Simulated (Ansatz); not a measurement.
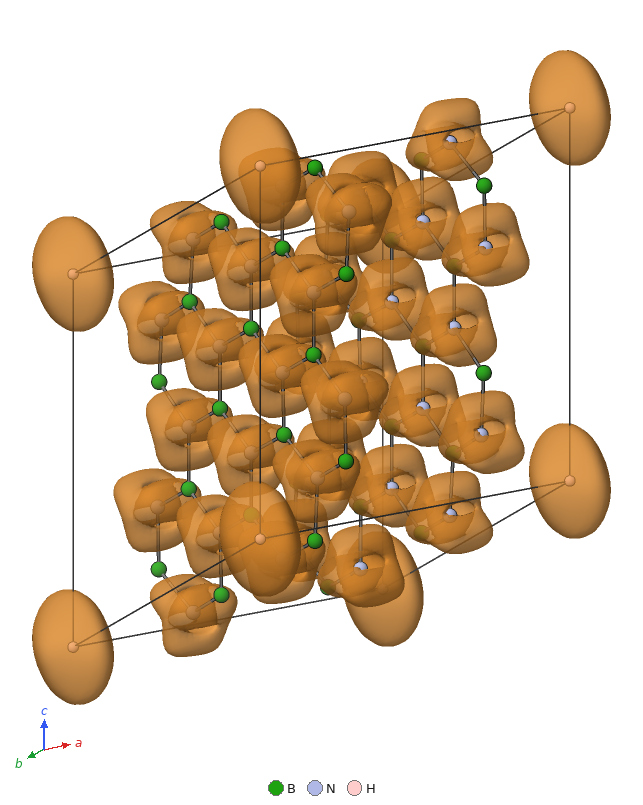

Figure. B$_{24}$HN$_{24}$ (cell charge −1, with a compensating background) (cell with a defect). Isosurface of the ELF at 0.75 (orange), seen at an oblique angle. Core shells and regions of very low density are left out. Sticks mark near contacts.

Theory: DFT PBE, scalar-relativistic, plane waves, PAW (Ansatz 0.2.0).

Core electrons are frozen (PAW), and the valence fields are smoothed inside the atomic spheres.

Question: Describe the localisation domains.

Answer: The surface consists of one region around a hydrogen nucleus and 24 regions on N in which the atom's valence shell and bonds are merged, counted in one cell of 49 atoms. Regions shared between cells count once. Profiles from the grid: B–N (1.44 Å): the ELF peaks at about 0.95 between the atoms, as expected for a shared but strongly polarised pair. B–H (2.72 Å): the ELF climbs to about 1 towards the hydrogen, as it does in any bond to H.

Question: Metal or insulator at this level of theory?

Answer: It is gapped, with a Kohn–Sham gap of 1.4 eV on the k-point mesh (the band edges may lie off the mesh, which would make the gap smaller).
